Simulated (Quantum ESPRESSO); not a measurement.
## V: band-structure run (part 2 of 2)

Continued. System: V (1 atom in the cell). Method: Kohn-Sham DFT of a periodic cell, PBEsol, DFT+U, Ansatz NC SR PBE, spin-polarised (Quantum ESPRESSO 7.5); cutoff 680.28 eV, 7×7×7 k-mesh, fermi-dirac of 0.1 eV, collinear spins. The structure derives from an entry of the Crystallography Open Database. The settings are looser than a standard set-up, so the numbers are not reference values.

The program's output, continued:
```
     =================== HUBBARD OCCUPATIONS ===================
     ------------------------ ATOM    1 ------------------------
     Tr[ns(  1)] (up, down, total) =   3.42787  0.48006  3.90793
     Atomic magnetic moment for atom   1 =   2.94780
     SPIN  1
     eigenvalues:
       0.305  0.305  0.938  0.940  0.940
     eigenvectors (columns):
      -0.876 -0.482 -0.000  0.001  0.002
      -0.002  0.001  0.577  0.391 -0.717
      -0.000 -0.002  0.577 -0.816  0.020
      -0.482  0.876  0.000 -0.002  0.001
      -0.002 -0.001 -0.577 -0.426 -0.697
     occupation matrix ns (before diag.):
       0.305 -0.001 -0.001 -0.000 -0.001
      -0.001  0.939 -0.000 -0.001  0.000
      -0.001 -0.000  0.939  0.001  0.000
      -0.000 -0.001  0.001  0.305 -0.000
      -0.001  0.000  0.000 -0.000  0.939
     SPIN  2
     eigenvalues:
       0.030  0.031  0.031  0.195  0.195
     eigenvectors (columns):
      -0.000 -0.015  0.005  0.482 -0.876
       0.577  0.595  0.559 -0.007 -0.011
       0.577  0.187 -0.795  0.013 -0.000
       0.000 -0.005 -0.015 -0.876 -0.482
      -0.577  0.782 -0.235  0.006 -0.011
     occupation matrix ns (before diag.):
       0.195  0.001  0.001  0.000  0.002
       0.001  0.030 -0.000  0.002  0.000
       0.001 -0.000  0.030 -0.002  0.000
       0.000  0.002 -0.002  0.195  0.000
       0.002  0.000  0.000  0.000  0.030

     Number of occupied Hubbard levels =    3.9079

     Number of k-points >= 100: set verbosity='high' to print the bands.

     the Fermi energy is    18.0411 ev

!    total energy              =    -152.75596473 Ry
     estimated scf accuracy    <          1.5E-10 Ry
     smearing contrib. (-TS)   =      -0.00021221 Ry
     internal energy E=F+TS    =    -152.75575252 Ry

     The total energy is F=E-TS. E is the sum of the following terms:
     one-electron contribution =     -44.45219954 Ry
     hartree contribution      =      29.49974709 Ry
     xc contribution           =     -29.83623750 Ry
     ewald contribution        =    -108.18695644 Ry
     Hubbard energy            =       0.21989387 Ry

     total magnetization       =     3.00 Bohr mag/cell
     absolute magnetization    =     3.00 Bohr mag/cell

     convergence has been achieved in  14 iterations

     Forces acting on atoms (cartesian axes, Ry/au):

     atom    1 type  1   force =     0.00000000    0.00000000    0.00000000

     Total force =     0.000000     Total SCF correction =     0.000000

     Computing stress (Cartesian axis) and pressure

          total   stress  (Ry/bohr**3)                   (kbar)     P=     -269.66
  -0.00183314  -0.00000267  -0.00000267         -269.66       -0.39       -0.39
  -0.00000267  -0.00183314  -0.00000267           -0.39     -269.66       -0.39
  -0.00000267  -0.00000267  -0.00183314           -0.39       -0.39     -269.66

=------------------------------------------------------------------------------=
   JOB DONE.
=------------------------------------------------------------------------------=
```

File pp_density.out:
```
This program is part of the open-source Quantum ESPRESSO suite
     for quantum simulation of materials; please cite
         "P. Giannozzi et al., J. Phys.:Condens. Matter 21 395502 (2009);
         "P. Giannozzi et al., J. Phys.:Condens. Matter 29 465901 (2017);
         "P. Giannozzi et al., J. Chem. Phys. 152 154105 (2020);
          URL
     in publications or presentations arising from this work. More details at

     ./tmp/pwscf.save/

     IMPORTANT: XC functional enforced from input :
     Exchange-correlation= PBESOL
                           (   1   4  10   8   0   0   0)
     Any further DFT definition will be discarded
     Please, verify this is what you really want

     G-vector sticks info
     --------------------
     sticks:   dense  smooth     PW     G-vecs:    dense   smooth      PW
     Sum         361     361    121                 4477     4381     893

     Using Slab Decomposition

     Check: negative core charge=   -0.000047

     Calling punch_plot, plot_num =   0
     Writing data to file  density.dat
     Reading data from file  density.dat

     Writing data to be plotted to file density.cube
     Plot Type: 3D                     Output format: Gaussian cube

=------------------------------------------------------------------------------=
   JOB DONE.
=------------------------------------------------------------------------------=
```

File pp_spin.out:
```
This program is part of the open-source Quantum ESPRESSO suite
     for quantum simulation of materials; please cite
         "P. Giannozzi et al., J. Phys.:Condens. Matter 21 395502 (2009);
         "P. Giannozzi et al., J. Phys.:Condens. Matter 29 465901 (2017);
         "P. Giannozzi et al., J. Chem. Phys. 152 154105 (2020);
          URL
     in publications or presentations arising from this work. More details at

     ./tmp/pwscf.save/

     IMPORTANT: XC functional enforced from input :
     Exchange-correlation= PBESOL
                           (   1   4  10   8   0   0   0)
     Any further DFT definition will be discarded
     Please, verify this is what you really want

     G-vector sticks info
     --------------------
     sticks:   dense  smooth     PW     G-vecs:    dense   smooth      PW
     Sum         361     361    121                 4477     4381     893

     Using Slab Decomposition

     Check: negative core charge=   -0.000047

     Calling punch_plot, plot_num =   6
     Writing data to file  spin.dat
     Reading data from file  spin.dat

     Writing data to be plotted to file spin.cube
     Plot Type: 3D                     Output format: Gaussian cube

=------------------------------------------------------------------------------=
   JOB DONE.
=------------------------------------------------------------------------------=
```

File pp_elf.out:
```
This program is part of the open-source Quantum ESPRESSO suite
     for quantum simulation of materials; please cite
         "P. Giannozzi et al., J. Phys.:Condens. Matter 21 395502 (2009);
         "P. Giannozzi et al., J. Phys.:Condens. Matter 29 465901 (2017);
         "P. Giannozzi et al., J. Chem. Phys. 152 154105 (2020);
          URL
     in publications or presentations arising from this work. More details at

     ./tmp/pwscf.save/

     IMPORTANT: XC functional enforced from input :
     Exchange-correlation= PBESOL
                           (   1   4  10   8   0   0   0)
     Any further DFT definition will be discarded
     Please, verify this is what you really want

     G-vector sticks info
     --------------------
     sticks:   dense  smooth     PW     G-vecs:    dense   smooth      PW
     Sum         361     361    121                 4477     4381     893

     Using Slab Decomposition

     Check: negative core charge=   -0.000047

     Calling punch_plot, plot_num =   8
     Message from routine do_elf_kin:
     elf/kin + US not fully implemented
     Writing data to file  elf.dat
     Reading data from file  elf.dat

     Writing data to be plotted to file elf.cube
     Plot Type: 3D                     Output format: Gaussian cube

=------------------------------------------------------------------------------=
   JOB DONE.
=------------------------------------------------------------------------------=
```

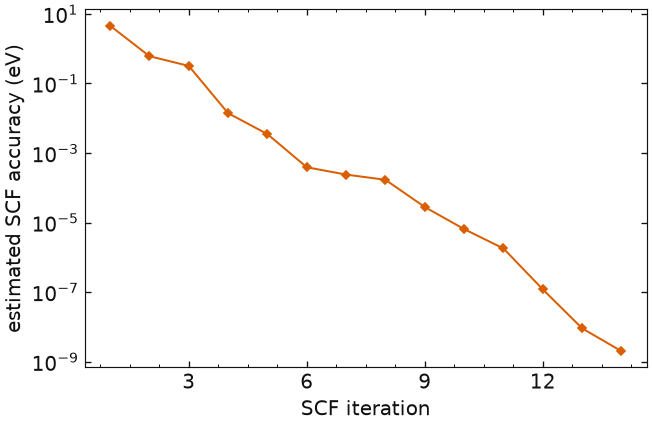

Convergence of the self-consistent field: estimated SCF accuracy against the iteration. The field takes 14 iterations in all.

This output came from the following input.

The input:
```
&CONTROL
  calculation = 'scf'
  prefix = 'pwscf'
  outdir = './tmp'
  pseudo_dir = './pseudo'
  tprnfor = .true.
  tstress = .true.
  disk_io = 'low'
/
&SYSTEM
  ibrav = 0
  nat = 1
  ntyp = 1
  ecutwfc = 50
  ecutrho = 202
  nbnd = 15
  input_dft = 'pbesol'
  occupations = 'smearing'
  smearing = 'fd'
  degauss = 0.00734986
  nspin = 2
  starting_magnetization(1) = 0.1538
  starting_ns_eigenvalue(1,1,1) = 1
  starting_ns_eigenvalue(2,1,1) = 1
  starting_ns_eigenvalue(3,1,1) = 1
  starting_ns_eigenvalue(4,1,1) = 0
  starting_ns_eigenvalue(5,1,1) = 0
  starting_ns_eigenvalue(1,2,1) = 0
  starting_ns_eigenvalue(2,2,1) = 0
  starting_ns_eigenvalue(3,2,1) = 0
  starting_ns_eigenvalue(4,2,1) = 0
  starting_ns_eigenvalue(5,2,1) = 0
  nosym = .true.
/
&ELECTRONS
  conv_thr = 2d-10
  electron_maxstep = 120
  mixing_beta = 0.3
  diago_david_ndim = 3
/
ATOMIC_SPECIES
V     50.9415 V.upf
CELL_PARAMETERS angstrom
   0.0000000000    1.8950000000    1.8950000000
   1.8950000000    0.0000000000    1.8950000000
   1.8950000000    1.8950000000    0.0000000000
ATOMIC_POSITIONS crystal
V      0.0000000000    0.0000000000    0.0000000000
K_POINTS automatic
7 7 7 1 1 1
HUBBARD {ortho-atomic}
U V-3d 6.0
```

File pp_density.in:
```
&INPUTPP
  prefix = 'pwscf'
  outdir = './tmp'
  filplot = 'density.dat'
  plot_num = 0
/
&PLOT
  nfile = 1
  filepp(1) = 'density.dat'
  iflag = 3
  output_format = 6
  fileout = 'density.cube'
/
```

File pp_potential.in:
```
&INPUTPP
  prefix = 'pwscf'
  outdir = './tmp'
  filplot = 'potential.dat'
  plot_num = 11
/
&PLOT
  nfile = 1
  filepp(1) = 'potential.dat'
  iflag = 3
  output_format = 6
  fileout = 'potential.cube'
/
```

File pp_spin.in:
```
&INPUTPP
  prefix = 'pwscf'
  outdir = './tmp'
  filplot = 'spin.dat'
  plot_num = 6
/
&PLOT
  nfile = 1
  filepp(1) = 'spin.dat'
  iflag = 3
  output_format = 6
  fileout = 'spin.cube'
/
```

File pp_elf.in:
```
&INPUTPP
  prefix = 'pwscf'
  outdir = './tmp'
  filplot = 'elf.dat'
  plot_num = 8
/
&PLOT
  nfile = 1
  filepp(1) = 'elf.dat'
  iflag = 3
  output_format = 6
  fileout = 'elf.cube'
/
```

File bands.in:
```
&CONTROL
  calculation = 'bands'
  prefix = 'pwscf'
  outdir = './tmp'
  pseudo_dir = './pseudo'
  disk_io = 'low'
  verbosity = 'high'
/
&SYSTEM
  ibrav = 0
  nat = 1
  ntyp = 1
  ecutwfc = 50
  ecutrho = 202
  nbnd = 15
  input_dft = 'pbesol'
  occupations = 'smearing'
  smearing = 'fd'
  degauss = 0.00734986
  nspin = 2
  starting_magnetization(1) = 0.1538
  starting_ns_eigenvalue(1,1,1) = 1
  starting_ns_eigenvalue(2,1,1) = 1
  starting_ns_eigenvalue(3,1,1) = 1
  starting_ns_eigenvalue(4,1,1) = 0
  starting_ns_eigenvalue(5,1,1) = 0
  starting_ns_eigenvalue(1,2,1) = 0
  starting_ns_eigenvalue(2,2,1) = 0
  starting_ns_eigenvalue(3,2,1) = 0
  starting_ns_eigenvalue(4,2,1) = 0
  starting_ns_eigenvalue(5,2,1) = 0
  nosym = .true.
/
&ELECTRONS
  conv_thr = 1d-08
  electron_maxstep = 120
  mixing_beta = 0.3
  diago_david_ndim = 3
  diago_full_acc = .true.
/
ATOMIC_SPECIES
V     50.9415 V.upf
CELL_PARAMETERS angstrom
   0.0000000000    1.8950000000    1.8950000000
   1.8950000000    0.0000000000    1.8950000000
   1.8950000000    1.8950000000    0.0000000000
ATOMIC_POSITIONS crystal
V      0.0000000000    0.0000000000    0.0000000000
K_POINTS crystal
60
 0.0000000000  0.0000000000  0.0000000000 1
 0.0625000000  0.0000000000  0.0625000000 1
 0.1250000000  0.0000000000  0.1250000000 1
 0.1875000000  0.0000000000  0.1875000000 1
 0.2500000000  0.0000000000  0.2500000000 1
 0.3125000000  0.0000000000  0.3125000000 1
 0.3750000000  0.0000000000  0.3750000000 1
 0.4375000000  0.0000000000  0.4375000000 1
 0.5000000000  0.0000000000  0.5000000000 1
 0.5000000000  0.0625000000  0.5625000000 1
 0.5000000000  0.1250000000  0.6250000000 1
 0.5000000000  0.1875000000  0.6875000000 1
 0.5000000000  0.2500000000  0.7500000000 1
 0.4375000000  0.3125000000  0.7500000000 1
 0.3750000000  0.3750000000  0.7500000000 1
 0.3375000000  0.3375000000  0.6750000000 1
 0.3000000000  0.3000000000  0.6000000000 1
 0.2625000000  0.2625000000  0.5250000000 1
 0.2250000000  0.2250000000  0.4500000000 1
 0.1875000000  0.1875000000  0.3750000000 1
 0.1500000000  0.1500000000  0.3000000000 1
 0.1125000000  0.1125000000  0.2250000000 1
 0.0750000000  0.0750000000  0.1500000000 1
 0.0375000000  0.0375000000  0.0750000000 1
 0.0000000000  0.0000000000  0.0000000000 1
 0.0625000000  0.0625000000  0.0625000000 1
 0.1250000000  0.1250000000  0.1250000000 1
 0.1875000000  0.1875000000  0.1875000000 1
 0.2500000000  0.2500000000  0.2500000000 1
 0.3125000000  0.3125000000  0.3125000000 1
 0.3750000000  0.3750000000  0.3750000000 1
 0.4375000000  0.4375000000  0.4375000000 1
 0.5000000000  0.5000000000  0.5000000000 1
 0.5250000000  0.4500000000  0.5250000000 1
 0.5500000000  0.4000000000  0.5500000000 1
 0.5750000000  0.3500000000  0.5750000000 1
 0.6000000000  0.3000000000  0.6000000000 1
 0.6250000000  0.2500000000  0.6250000000 1
 0.5833333333  0.2500000000  0.6666666667 1
 0.5416666667  0.2500000000  0.7083333333 1
 0.5000000000  0.2500000000  0.7500000000 1
 0.5000000000  0.2857142857  0.7142857143 1
 0.5000000000  0.3214285714  0.6785714286 1
 0.5000000000  0.3571428571  0.6428571429 1
 0.5000000000  0.3928571429  0.6071428571 1
 0.5000000000  0.4285714286  0.5714285714 1
 0.5000000000  0.4642857143  0.5357142857 1
 0.5000000000  0.5000000000  0.5000000000 1
 0.4821428571  0.4821428571  0.5357142857 1
 0.4642857143  0.4642857143  0.5714285714 1
 0.4464285714  0.4464285714  0.6071428571 1
 0.4285714286  0.4285714286  0.6428571429 1
 0.4107142857  0.4107142857  0.6785714286 1
 0.3928571429  0.3928571429  0.7142857143 1
 0.3750000000  0.3750000000  0.7500000000 1
 0.6250000000  0.2500000000  0.6250000000 1
 0.5937500000  0.1875000000  0.5937500000 1
 0.5625000000  0.1250000000  0.5625000000 1
 0.5312500000  0.0625000000  0.5312500000 1
 0.5000000000  0.0000000000  0.5000000000 1
HUBBARD {ortho-atomic}
U V-3d 6.0
```

Run as:
```bash
OMP_NUM_THREADS=1 pw.x -in pw.in > pw.out
OMP_NUM_THREADS=1 pp.x -in pp_density.in > pp_density.out
OMP_NUM_THREADS=1 pp.x -in pp_potential.in > pp_potential.out
OMP_NUM_THREADS=1 pp.x -in pp_spin.in > pp_spin.out
OMP_NUM_THREADS=1 pp.x -in pp_elf.in > pp_elf.out
OMP_NUM_THREADS=1 pw.x -in bands.in > bands.out
```

Summary:

- outcome: converged
- space group (tolerance 0.01 Å): Fm-3m (225)
- electrons treated: 13
- free energy: −2078.3508 eV
- Fermi energy: 18.041 eV
- gap on the k-point mesh: 0.40 eV
- net moment of the cell: 3.00 μB
- integrated absolute moment: 3.00 μB
- pressure: −26.97 GPa
- largest force (length of the vector): under 0.001 eV/Å
- hardware: 1 thread of Intel Xeon (Granite Rapids), 64 GiB of memory available, shared host
- wall time: 41 s
- peak memory: 0.1 GiB

Remarks:

Settings chosen away from the usual ones: diago_david_ndim set to 3; ecut_scale set to 0.6; kshift set to [1, 1, 1]. The settings depart from the standard set-up of this series, which can bear on the numbers. The record of the run, not the program, notes: potentials made for another functional; elf/kin + US not fully implemented. Points of doubt noted for this run: potentials made for another functional.
